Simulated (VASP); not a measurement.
## Hf4O7: geometry relaxation (part 1 of 5)

- system: Hf4O7 (P1, 11 atoms in the cell)
- method: Kohn-Sham DFT of a periodic cell, PBE, VASP PAW PBE potentials, recommended, no spin polarisation (VASP 6.6.1)

The structure was built on a prototype by a generator; it need not be a known phase.

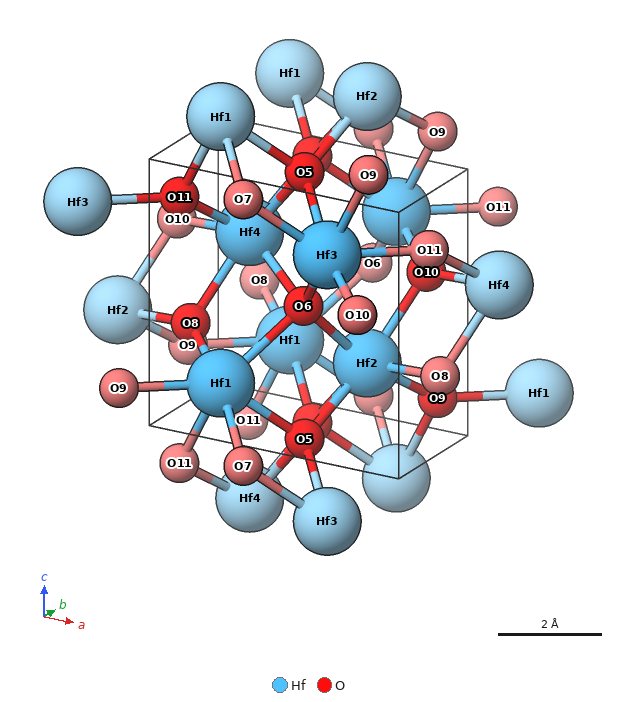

*The structure as given in the input (ball-and-stick view of the cell of the calculation, seen slightly off an axis; neighbours outside the cell are drawn fainter; atoms are numbered from 1 in the order of the input).*

Near neighbours in the crystal (not all of them lie inside the picture): Hf has 6 O at 2.03 to 2.25 Å; O has 4 Hf at 2.14 to 2.25 Å; O has 3 Hf at 2.03 to 2.12 Å.

Results in brief

| quantity | value |
| --- | --- |
| outcome | converged |
| space group (tolerance 0.01 Å) | P1 (1) |
| electrons treated | 82 |
| free energy | −110.7979 eV |
| Fermi energy | 5.616 eV |
| gap on the k-point mesh | 1.07 eV |
| pressure | 0.03 GPa |
| final volume | 138.25 Å³ |
| largest force (length of the vector) at the end | 0.004 eV/Å |
| final cell | a = 5.118 Å, b = 5.206 Å, c = 5.263 Å, α = 90.48°, β = 99.61°, γ = 89.96° |
| hardware | 1 thread of Intel Xeon (Granite Rapids), 64 GiB of memory available, shared host |
| wall time | 33 min |
| peak memory | 0.42 GiB |

Spin–orbit coupling is left out, which matters for Hf.

INCAR
```
PREC     = Accurate       # precision mode
ENCUT    = 600            # plane-wave cutoff, eV
EDIFF    = 1E-6           # SCF threshold, eV
ISMEAR   = 0              # smearing method
SIGMA    = 0.05           # smearing width, eV
LREAL    = False          # projectors in reciprocal space
LASPH    = True           # aspherical terms in the spheres
NELM     = 60             # most SCF steps
ALGO     = Normal         # electronic algorithm
ISIF     = 3              # what is computed and relaxed
LWAVE    = False          # write WAVECAR
LCHARG   = False          # write CHGCAR
GGA      = PE             # functional
IBRION   = 2              # ionic algorithm
NSW      = 60             # ionic steps
EDIFFG   = -0.005         # ionic threshold
```

KPOINTS
```
regular mesh
0
Gamma
  4 4 4
```

POSCAR
```
Hf4O7
1.0
    5.1180000000      0.0000000000      0.0000000000
    0.0000000000      5.1857000000      0.0000000000
   -0.8586630598      0.0000000000      5.2138671406
Hf O
4 7
Direct
    0.2755000000      0.0397000000      0.2080000000
    0.7245000000      0.5397000000      0.2920000000
    0.7245000000      0.9603000000      0.7920000000
    0.2755000000      0.4603000000      0.7080000000
    0.5513000000      0.2581000000      0.0199000000
    0.5513000000      0.2419000000      0.5199000000
    0.4487000000      0.7419000000      0.9801000000
    0.0742000000      0.3316000000      0.3467000000
    0.9258000000      0.8316000000      0.1533000000
    0.9258000000      0.6684000000      0.6533000000
    0.0742000000      0.1684000000      0.8467000000
```

Command:
```bash
cat potpaw_PBE.64/Hf_pv/POTCAR potpaw_PBE.64/O/POTCAR > POTCAR
mpirun -np 1 vasp_std > vasp.out
```

OSZICAR
```
N       E                     dE             d eps       ncg     rms          rms(c)
DAV:   1     0.582135661379E+03    0.58214E+03   -0.50641E+04  3528   0.185E+03
DAV:   2    -0.900861496843E+02   -0.67222E+03   -0.65423E+03  4500   0.446E+02
DAV:   3    -0.129456637599E+03   -0.39370E+02   -0.39180E+02  4176   0.945E+01
DAV:   4    -0.130114042298E+03   -0.65740E+00   -0.65587E+00  4176   0.133E+01
DAV:   5    -0.130127682554E+03   -0.13640E-01   -0.13631E-01  4144   0.176E+00    0.105E+02
DAV:   6    -0.111033530224E+03    0.19094E+02   -0.10932E+02  3917   0.442E+01    0.864E+01
DAV:   7    -0.110785501408E+03    0.24803E+00   -0.63618E+00  4176   0.132E+01    0.486E+01
DAV:   8    -0.110783856832E+03    0.16446E-02   -0.49212E-01  4414   0.399E+00    0.938E+00
DAV:   9    -0.110749695872E+03    0.34161E-01   -0.15689E-01  4176   0.214E+00    0.364E+00
DAV:  10    -0.110748396649E+03    0.12992E-02   -0.16702E-02  4214   0.673E-01    0.412E-01
DAV:  11    -0.110748469775E+03   -0.73126E-04   -0.22159E-03  4176   0.286E-01    0.278E-01
DAV:  12    -0.110748637299E+03   -0.16752E-03   -0.68541E-04  4390   0.135E-01    0.165E-01
DAV:  13    -0.110748641575E+03   -0.42763E-05   -0.17749E-04  4184   0.609E-02    0.826E-02
DAV:  14    -0.110748647506E+03   -0.59312E-05   -0.16416E-05  4216   0.229E-02    0.214E-02
DAV:  15    -0.110748650156E+03   -0.26502E-05   -0.78555E-06  4280   0.137E-02    0.177E-02
DAV:  16    -0.110748649650E+03    0.50679E-06   -0.85715E-07  2719   0.620E-03
   1 F= -.11074865E+03 E0= -.11074865E+03  d E =-.110749E+03
       N       E                     dE             d eps       ncg     rms          rms(c)
DAV:   1    -0.110755525231E+03   -0.68751E-02   -0.12517E+01  3528   0.191E+01    0.244E+00
DAV:   2    -0.110779547134E+03   -0.24022E-01   -0.30970E-01  4176   0.291E+00    0.141E+00
DAV:   3    -0.110777246291E+03    0.23008E-02   -0.81408E-03  4456   0.543E-01    0.793E-01
DAV:   4    -0.110776571658E+03    0.67463E-03   -0.35494E-03  4176   0.327E-01    0.202E-01
DAV:   5    -0.110776570894E+03    0.76463E-06   -0.82361E-04  4624   0.176E-01    0.900E-02
DAV:   6    -0.110776563658E+03    0.72361E-05   -0.10550E-04  4576   0.583E-02    0.557E-02
DAV:   7    -0.110776559260E+03    0.43980E-05   -0.18835E-05  4176   0.241E-02    0.182E-02
DAV:   8    -0.110776558926E+03    0.33323E-06   -0.38803E-06  3872   0.987E-03
   2 F= -.11077656E+03 E0= -.11077656E+03  d E =-.279093E-01
       N       E                     dE             d eps       ncg     rms          rms(c)
DAV:   1    -0.110776570700E+03   -0.11440E-04   -0.41819E-02  3574   0.110E+00    0.137E-01
DAV:   2    -0.110776649459E+03   -0.78759E-04   -0.10356E-03  4175   0.168E-01    0.814E-02
DAV:   3    -0.110776641819E+03    0.76404E-05   -0.27013E-05  4463   0.314E-02    0.466E-02
DAV:   4    -0.110776639284E+03    0.25348E-05   -0.12402E-05  4072   0.194E-02    0.117E-02
DAV:   5    -0.110776639125E+03    0.15919E-06   -0.26412E-06  3200   0.103E-02
   3 F= -.11077664E+03 E0= -.11077664E+03  d E =-.279895E-01
       N       E                     dE             d eps       ncg     rms          rms(c)
DAV:   1    -0.110776105538E+03    0.53375E-03   -0.96269E+00  3528   0.169E+01    0.372E+00
DAV:   2    -0.110791364030E+03   -0.15258E-01   -0.36283E-01  4103   0.307E+00    0.144E+00
DAV:   3    -0.110787791668E+03    0.35724E-02   -0.12511E-02  4360   0.718E-01    0.773E-01
DAV:   4    -0.110787070341E+03    0.72133E-03   -0.36792E-03  4192   0.339E-01    0.310E-01
DAV:   5    -0.110787065695E+03    0.46466E-05   -0.89752E-04  4760   0.181E-01    0.177E-01
DAV:   6    -0.110787063851E+03    0.18438E-05   -0.15988E-04  4744   0.736E-02    0.884E-02
DAV:   7    -0.110787062346E+03    0.15048E-05   -0.29522E-05  4384   0.325E-02    0.147E-02
DAV:   8    -0.110787063055E+03   -0.70931E-06   -0.55172E-06  3856   0.118E-02
   4 F= -.11078706E+03 E0= -.11078706E+03  d E =-.104239E-01
       N       E                     dE             d eps       ncg     rms          rms(c)
DAV:   1    -0.110787456436E+03   -0.39409E-03   -0.47013E-01  3530   0.374E+00    0.848E-01
DAV:   2    -0.110788208775E+03   -0.75234E-03   -0.17473E-02  4101   0.675E-01    0.320E-01
DAV:   3    -0.110788029361E+03    0.17941E-03   -0.60523E-04  4400   0.158E-01    0.170E-01
DAV:   4    -0.110787988509E+03    0.40852E-04   -0.18128E-04  4215   0.760E-02    0.666E-02
DAV:   5    -0.110787986225E+03    0.22833E-05   -0.40453E-05  4824   0.383E-02    0.403E-02
DAV:   6    -0.110787985316E+03    0.90971E-06   -0.68791E-06  3984   0.154E-02
   5 F= -.11078799E+03 E0= -.11078799E+03  d E =-.113462E-01
       N       E                     dE             d eps       ncg     rms          rms(c)
DAV:   1    -0.110801772366E+03   -0.13786E-01   -0.33265E+00  3528   0.983E+00    0.249E+00
DAV:   2    -0.110796857684E+03    0.49147E-02   -0.13067E-01  4159   0.182E+00    0.757E-01
DAV:   3    -0.110793965873E+03    0.28918E-02   -0.51816E-03  4472   0.405E-01    0.433E-01
DAV:   4    -0.110793253865E+03    0.71201E-03   -0.18013E-03  4392   0.235E-01    0.262E-01
DAV:   5    -0.110793229866E+03    0.23999E-04   -0.23385E-04  4512   0.911E-02    0.147E-01
DAV:   6    -0.110793224110E+03    0.57557E-05   -0.31253E-05  4288   0.313E-02    0.252E-02
DAV:   7    -0.110793222447E+03    0.16636E-05   -0.10665E-05  3656   0.197E-02    0.101E-02
DAV:   8    -0.110793222308E+03    0.13858E-06   -0.15275E-06  2768   0.768E-03
   6 F= -.11079322E+03 E0= -.11079322E+03  d E =-.523699E-02
       N       E                     dE             d eps       ncg     rms          rms(c)
DAV:   1    -0.110793259203E+03   -0.36756E-04   -0.86078E-03  3534   0.501E-01    0.125E-01
DAV:   2    -0.110793246672E+03    0.12531E-04   -0.34011E-04  4156   0.929E-02    0.381E-02
DAV:   3    -0.110793239248E+03    0.74242E-05   -0.14125E-05  4454   0.212E-02    0.217E-02
DAV:   4    -0.110793237680E+03    0.15673E-05   -0.41378E-06  3424   0.120E-02    0.124E-02
DAV:   5    -0.110793237956E+03   -0.27544E-06   -0.67845E-07  2062   0.504E-03
   7 F= -.11079324E+03 E0= -.11079324E+03  d E =-.525264E-02
       N       E                     dE             d eps       ncg     rms          rms(c)
DAV:   1    -0.110794873001E+03   -0.16353E-02   -0.13127E+00  3528   0.624E+00    0.113E+00
DAV:   2    -0.110796110373E+03   -0.12374E-02   -0.43674E-02  4175   0.107E+00    0.465E-01
DAV:   3    -0.110795382316E+03    0.72806E-03   -0.13963E-03  4480   0.227E-01    0.253E-01
DAV:   4    -0.110795206070E+03    0.17625E-03   -0.50146E-04  4176   0.128E-01    0.919E-02
DAV:   5    -0.110795205923E+03    0.14707E-06   -0.11704E-04  4632   0.673E-02    0.460E-02
DAV:   6    -0.110795205806E+03    0.11715E-06   -0.15296E-05  4688   0.238E-02    0.250E-02
DAV:   7    -0.110795206465E+03   -0.65864E-06   -0.26164E-06  3248   0.885E-03
   8 F= -.11079521E+03 E0= -.11079521E+03  d E =-.196851E-02
       N       E                     dE             d eps       ncg     rms          rms(c)
DAV:   1    -0.110795213564E+03   -0.77577E-05   -0.38868E-03  3534   0.339E-01    0.629E-02
DAV:   2    -0.110795217025E+03   -0.34615E-05   -0.12836E-04  4160   0.581E-02    0.257E-02
DAV:   3    -0.110795214839E+03    0.21860E-05   -0.37249E-06  3342   0.120E-02    0.134E-02
DAV:   4    -0.110795214195E+03    0.64374E-06   -0.16627E-06  2368   0.787E-03
   9 F= -.11079521E+03 E0= -.11079521E+03  d E =-.197624E-02
       N       E                     dE             d eps       ncg     rms          rms(c)
DAV:   1    -0.110795581706E+03   -0.36687E-03   -0.34097E-01  3528   0.309E+00    0.414E-01
DAV:   2    -0.110795981502E+03   -0.39980E-03   -0.79467E-03  4240   0.465E-01    0.231E-01
DAV:   3    -0.110795858260E+03    0.12324E-03   -0.33651E-04  4448   0.114E-01    0.110E-01
DAV:   4    -0.110795835197E+03    0.23063E-04   -0.91740E-05  4504   0.552E-02    0.378E-02
DAV:   5    -0.110795834093E+03    0.11038E-05   -0.16130E-05  4480   0.242E-02    0.163E-02
DAV:   6    -0.110795833849E+03    0.24426E-06   -0.22974E-06  2824   0.961E-03
  10 F= -.11079583E+03 E0= -.11079583E+03  d E =-.619654E-03
       N       E                     dE             d eps       ncg     rms          rms(c)
DAV:   1    -0.110795844002E+03   -0.99082E-05   -0.24497E-02  3530   0.828E-01    0.110E-01
DAV:   2    -0.110795873251E+03   -0.29250E-04   -0.57848E-04  4240   0.126E-01    0.617E-02
DAV:   3    -0.110795864607E+03    0.86446E-05   -0.23793E-05  4464   0.302E-02    0.298E-02
DAV:   4    -0.110795862868E+03    0.17387E-05   -0.67141E-06  4184   0.149E-02    0.102E-02
DAV:   5    -0.110795862697E+03    0.17098E-06   -0.97112E-07  2424   0.676E-03
  11 F= -.11079586E+03 E0= -.11079586E+03  d E =-.648502E-03
       N       E                     dE             d eps       ncg     rms          rms(c)
DAV:   1    -0.110795892997E+03   -0.30129E-04   -0.13944E-01  3528   0.200E+00    0.272E-01
DAV:   2    -0.110796136992E+03   -0.24400E-03   -0.34755E-03  4176   0.310E-01    0.135E-01
DAV:   3    -0.110796111825E+03    0.25167E-04   -0.99460E-05  4464   0.566E-02    0.675E-02
DAV:   4    -0.110796105267E+03    0.65573E-05   -0.25708E-05  4312   0.283E-02    0.237E-02
DAV:   5    -0.110796104811E+03    0.45600E-06   -0.54480E-06  3824   0.152E-02
  12 F= -.11079610E+03 E0= -.11079610E+03  d E =-.242114E-03
       N       E                     dE             d eps       ncg     rms          rms(c)
DAV:   1    -0.110796099111E+03    0.61562E-05   -0.11948E-02  3528   0.585E-01    0.800E-02
DAV:   2    -0.110796120338E+03   -0.21227E-04   -0.29806E-04  4176   0.905E-02    0.397E-02
DAV:   3    -0.110796118391E+03    0.19476E-05   -0.83450E-06  4464   0.162E-02    0.199E-02
DAV:   4    -0.110796117766E+03    0.62428E-06   -0.16769E-06  2784   0.788E-03
  13 F= -.11079612E+03 E0= -.11079612E+03  d E =-.255069E-03
       N       E                     dE             d eps       ncg     rms          rms(c)
DAV:   1    -0.110796154129E+03   -0.35738E-04   -0.10920E-01  3528   0.172E+00    0.161E-01
DAV:   2    -0.110796312848E+03   -0.15872E-03   -0.22532E-03  4175   0.246E-01    0.857E-02
DAV:   3    -0.110796289900E+03    0.22948E-04   -0.74791E-05  4496   0.503E-02    0.437E-02
DAV:   4    -0.110796283618E+03    0.62824E-05   -0.18132E-05  4496   0.250E-02    0.150E-02
DAV:   5    -0.110796283594E+03    0.23343E-07   -0.33545E-06  3832   0.102E-02
  14 F= -.11079628E+03 E0= -.11079628E+03  d E =-.165828E-03
       N       E                     dE             d eps       ncg     rms          rms(c)
DAV:   1    -0.110796277388E+03    0.62297E-05   -0.38172E-02  3528   0.102E+00    0.957E-02
DAV:   2    -0.110796333389E+03   -0.56001E-04   -0.79141E-04  4175   0.145E-01    0.511E-02
DAV:   3    -0.110796325440E+03    0.79487E-05   -0.25156E-05  4496   0.292E-02    0.260E-02
DAV:   4    -0.110796323289E+03    0.21511E-05   -0.62284E-06  4088   0.146E-02    0.873E-03
DAV:   5    -0.110796323341E+03   -0.52271E-07   -0.10493E-06  2579   0.602E-03
  15 F= -.11079632E+03 E0= -.11079632E+03  d E =-.205575E-03
       N       E                     dE             d eps       ncg     rms          rms(c)
DAV:   1    -0.110796321207E+03    0.20815E-05   -0.47427E-03  3530   0.359E-01    0.337E-02
DAV:   2    -0.110796328248E+03   -0.70401E-05   -0.98489E-05  4175   0.513E-02    0.180E-02
DAV:   3    -0.110796327256E+03    0.99108E-06   -0.28122E-06  3232   0.101E-02
  16 F= -.11079633E+03 E0= -.11079633E+03  d E =-.209490E-03
       N       E                     dE             d eps       ncg     rms          rms(c)
DAV:   1    -0.110796313041E+03    0.15207E-04   -0.10758E-01  3528   0.170E+00    0.155E-01
DAV:   2    -0.110796466154E+03   -0.15311E-03   -0.22137E-03  4176   0.243E-01    0.740E-02
DAV:   3    -0.110796440807E+03    0.25347E-04   -0.70556E-05  4464   0.484E-02    0.396E-02
DAV:   4    -0.110796435002E+03    0.58045E-05   -0.22791E-05  4408   0.264E-02    0.128E-02
DAV:   5    -0.110796434865E+03    0.13702E-06   -0.44156E-06  3776   0.132E-02
  17 F= -.11079643E+03 E0= -.11079643E+03  d E =-.107609E-03
       N       E                     dE             d eps       ncg     rms          rms(c)
DAV:   1    -0.110796427496E+03    0.75068E-05   -0.11000E-02  3528   0.544E-01    0.494E-02
DAV:   2    -0.110796443413E+03   -0.15917E-04   -0.22754E-04  4176   0.777E-02    0.240E-02
DAV:   3    -0.110796440876E+03    0.25370E-05   -0.67255E-06  3880   0.149E-02    0.130E-02
DAV:   4    -0.110796440245E+03    0.63088E-06   -0.20397E-06  3152   0.862E-03
  18 F= -.11079644E+03 E0= -.11079644E+03  d E =-.112988E-03
       N       E                     dE             d eps       ncg     rms          rms(c)
DAV:   1    -0.110796459703E+03   -0.18828E-04   -0.52665E-02  3528   0.115E+00    0.871E-02
DAV:   2    -0.110796532448E+03   -0.72745E-04   -0.96419E-04  4176   0.155E-01    0.413E-02
DAV:   3    -0.110796522778E+03    0.96698E-05   -0.30627E-05  4472   0.305E-02    0.222E-02
DAV:   4    -0.110796520414E+03    0.23641E-05   -0.77629E-06  4176   0.156E-02    0.766E-03
DAV:   5    -0.110796520499E+03   -0.84445E-07   -0.11599E-06  2631   0.651E-03
  19 F= -.11079652E+03 E0= -.11079652E+03  d E =-.802536E-04
       N       E                     dE             d eps       ncg     rms          rms(c)
DAV:   1    -0.110796266376E+03    0.25404E-03   -0.28949E-01  3528   0.270E+00    0.205E-01
DAV:   2    -0.110796667279E+03   -0.40090E-03   -0.53227E-03  4175   0.364E-01    0.969E-02
DAV:   3    -0.110796613424E+03    0.53856E-04   -0.17072E-04  4472   0.726E-02    0.522E-02
DAV:   4    -0.110796600119E+03    0.13304E-04   -0.43682E-05  4464   0.370E-02    0.182E-02
DAV:   5    -0.110796600469E+03   -0.34974E-06   -0.74333E-06  3904   0.151E-02
  20 F= -.11079660E+03 E0= -.11079660E+03  d E =-.160224E-03
       N       E                     dE             d eps       ncg     rms          rms(c)
DAV:   1    -0.110796612227E+03   -0.12108E-04   -0.74658E-02  3528   0.133E+00    0.743E-02
DAV:   2    -0.110796717563E+03   -0.10534E-03   -0.13468E-03  4176   0.178E-01    0.414E-02
DAV:   3    -0.110796708919E+03    0.86433E-05   -0.34286E-05  4464   0.274E-02    0.246E-02
DAV:   4    -0.110796704815E+03    0.41047E-05   -0.13201E-05  3896   0.207E-02    0.728E-03
```
